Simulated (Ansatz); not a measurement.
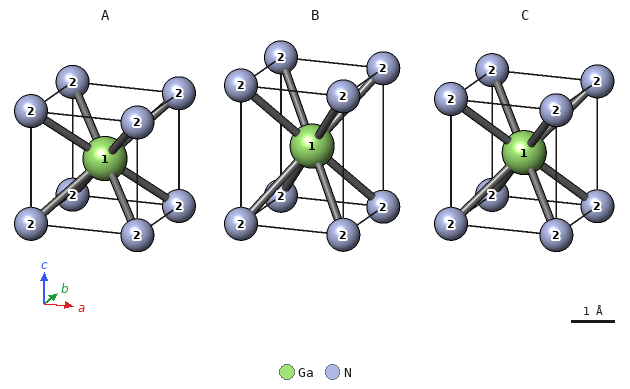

3 geometries from one relaxation of a crystal of GaN (built on the CuAu (L1_0)_123 type) (coarse preliminary run), in shuffled order. A ball-and-stick model of the cell of the calculation, seen slightly off an axis.

Case: CuAu (L1_0) type (P4/mmm, No. 123).

Theory: DFT PBE, scalar-relativistic, plane waves, PAW in Ansatz 0.2.0. Set-up: plane-wave cutoff 420 eV; k-point mesh 6 × 6 × 6; occupations gaussian; smearing width 0.1 eV; no spin polarisation; cell and atoms relaxed; force threshold 0.04 eV/Å; at most 70 steps.

> Order the frames from highest to lowest energy.

B, C, A. They are steps 0, 2, 9, at +0.747 eV per cell of the calculation, +0.189 eV per cell of the calculation relative to the last. Over 7 accepted moves (9 points after the start) the energy falls by 0.747 eV per cell of the calculation. All forces vanish by symmetry, so only the cell relaxes. The pressure goes from −4.97 to −0.01 GPa. At 2 points the geometry stayed and the basis and grid were re-selected for the new cell (energy shift of 0.1 meV per cell of the calculation at most each time). No atom moves by more than 0.005 Å relative to the cell. The volume changes by −11.9 %, with a = b 2.614 → 2.718 Å (+4.0 %), c 3.426 → 2.791 Å (−18.5 %). Among the contacts that change: Ga1–N2 2.520 → 2.375 Å. The space group stays P4/mmm (No. 123).

Limits of the set-up: the k-point mesh is coarse for a cell with partly filled bands.
